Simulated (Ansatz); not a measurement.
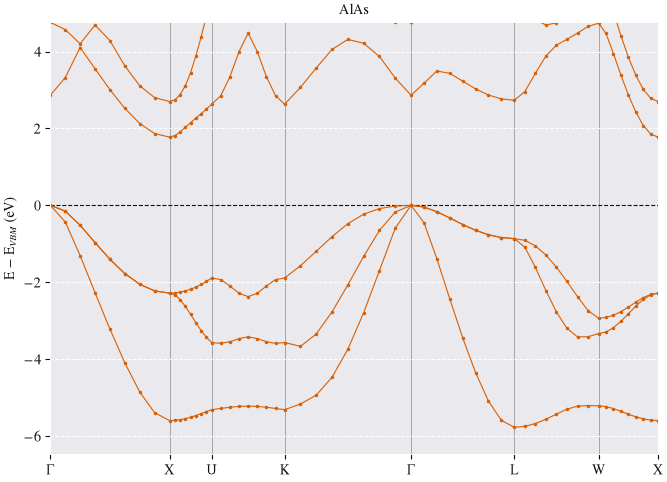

Band structure of AlAs, space group F-43m, 2 atoms in the cell, a database entry, rescaled. Method: DFT with r2SCAN, PAW plane waves, no spin polarisation, 8×8×8 k mesh, 500 eV cutoff, Fermi-Dirac smearing of 0.1 eV (Ansatz). Energies are counted from the top of the valence band. The path runs straight from each named point to the next.

A semiconductor. The gap along this path is 1.77 eV and indirect, from the valence-band top at Γ to the conduction-band bottom at X; the smallest direct gap is 2.86 eV, at Γ. Three bands meet at the valence-band top at Γ: it is triply degenerate (spin aside). The top valence band spans 2.9 eV and the lowest conduction band 3.0 eV. The direct gaps are 4.06 eV at X, 2.86 eV at Γ and 4.52 eV at U.
